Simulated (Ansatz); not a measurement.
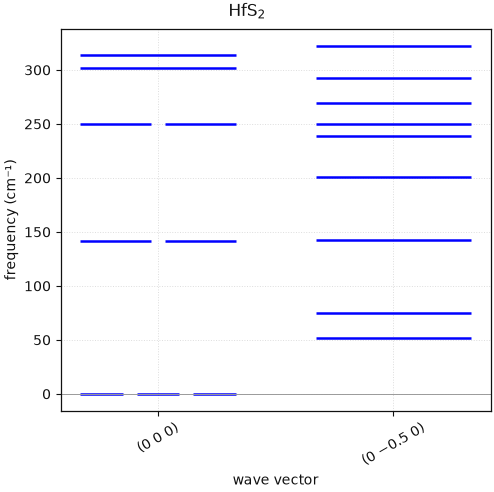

Calculation (Ansatz 0.2.0): harmonic phonon frequencies at the irreducible points of a q mesh with atoms at rest in the given cell, q in fractions of the reciprocal cell vectors, no long-range term at q = 0, imaginary frequencies are negative, the first points where there are many; plane waves with PAW datasets. Level: PBE, no spin polarisation.

```
      setting            value
  wave cutoff           420 eV
       k mesh          12×12×6
  occupations            fixed
     pressure            0 GPa
phonon method  linear response
       q mesh            2×2×1
```

The given structure:
```xyz
3
Lattice="3.6516 0.0000 0.0000 -1.8258 3.1624 0.0000 0.0000 0.0000 6.8612" Properties=species:S:1:pos:R:3 pbc="T T T"
Hf    0.0000    0.0000    0.0000
S     1.8258    1.0541    5.4146
S     0.0000    2.1083    1.4466
```

Phonon frequencies at several wave vectors (in fractions of the reciprocal vectors of the given cell) for HfS₂, space group P-3m1 (No. 164). Imaginary frequencies are drawn as negative.

No frequency is imaginary, so the structure is stable to these displacements at the wave vectors computed. The highest mode among the wave vectors computed lies at 322.2 cm⁻¹, at (0 −0.5 0) (at the zone centre itself the field of polar modes is left out).

Keep in mind: vibrations at or below zero.
